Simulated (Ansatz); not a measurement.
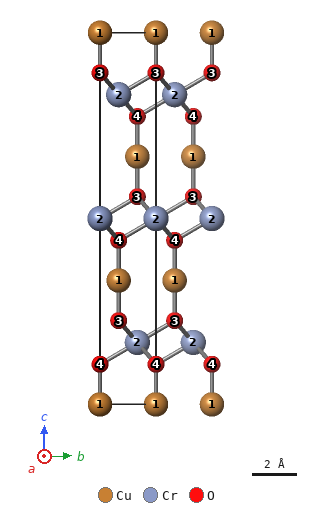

Solid CrCuO2 (set up in R-3m), before the relaxation. A ball-and-stick model of the conventional cell (3 times the calculation's cell), repeated 1 × 2 × 1 with one cell outlined, seen along the a axis. Lengths and directions refer to the drawn axes.

The run lets cell and atoms move.

The calculation used Kohn-Sham DFT of a periodic cell, PBEsol, Ansatz PAW (Ansatz 0.2.0).

Input
```yaml
crystal:
  lattice:
    - [1.4867, 0.8583466452, 5.7]
    - [-1.4867, 0.8583466452, 5.7]
    - [0.0, -1.7166932904, 5.7]
  atoms:
    - { symbol: Cu, position: [0.0, 0.0, 0.0], spin: 0.6 }
    - { symbol: Cr, position: [0.5, 0.5, 0.5], spin: 3.0 }
    - { symbol: O, position: [0.89208, 0.89208, 0.89208] }
    - { symbol: O, position: [0.10792, 0.10792, 0.10792] }
hamiltonian:
  xc: pbesol
  pseudopotentials: { kind: paw }
magnetization:
  spin_polarized: true
kpoints:
  mp_grid: { grid: [10, 10, 10] }
scf:
  occupations: { method: fermi_dirac, width: 0.05 }
output:
  forces: true
  stress: true
  write_density: true
  write_potential: true
  elf: true
  volumetric_format: npy
relax:
  f_tol: 0.01
  max_steps: 40
  cell: { stress_tol: 0.05 }
```

Command:
```bash
ansatz run input.yaml --threads 2 --pin off --max-ram 5120MiB --backend cpu --events-out ev --progress --plain --runs-dir out
```

### What does the optimiser find from here?

After 4 accepted moves (6 points after the start) the energy has fallen by 2.6 meV per atom. Largest force component: 0.063 eV/Å at the start, under 0.0001 eV/Å at the end. Pressure: −3.60 GPa at the start and 0.00 GPa at the end. At 2 points the geometry stayed and the basis and grid were re-selected for the new cell (energy shift of 0.7 meV per atom at most each time). The atoms keep their places relative to the cell (all moves are under 0.005 Å). The volume changes by −1.7 %, with a = b 2.973 → 2.964 Å (−0.3 %), c 17.100 → 16.921 Å (−1.0 %). Among the contacts that change: Cu1–O3 1.845 → 1.829 Å, Cr2–O3 1.989 → 1.977 Å. The space group stays R-3m (No. 166).

Step by step:

```tsv
step	E − E(0), meV/atom	largest force component, eV/Å	pressure, GPa	volume, Å³/atom	note
0	0.00	0.0626	-3.60	10.911	
1	-2.44	0.0191	-1.63	10.810	
2	-3.34	0.0189	0.05	10.727	
3	-3.33	0.0030	0.01	10.730	
4	-2.64	0.0038	-0.09	10.730	same geometry, new basis
5	-2.66	0.0000	0.00	10.726	
6	-2.65	0.0000	0.00	10.726	same geometry, new basis
```

After the run, drawn alike:

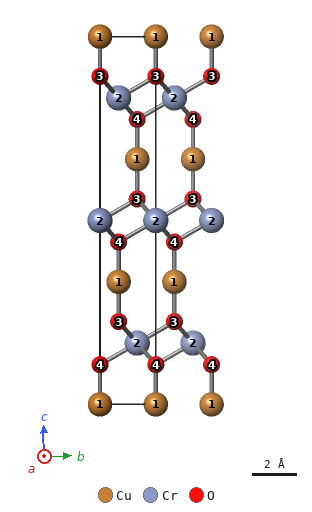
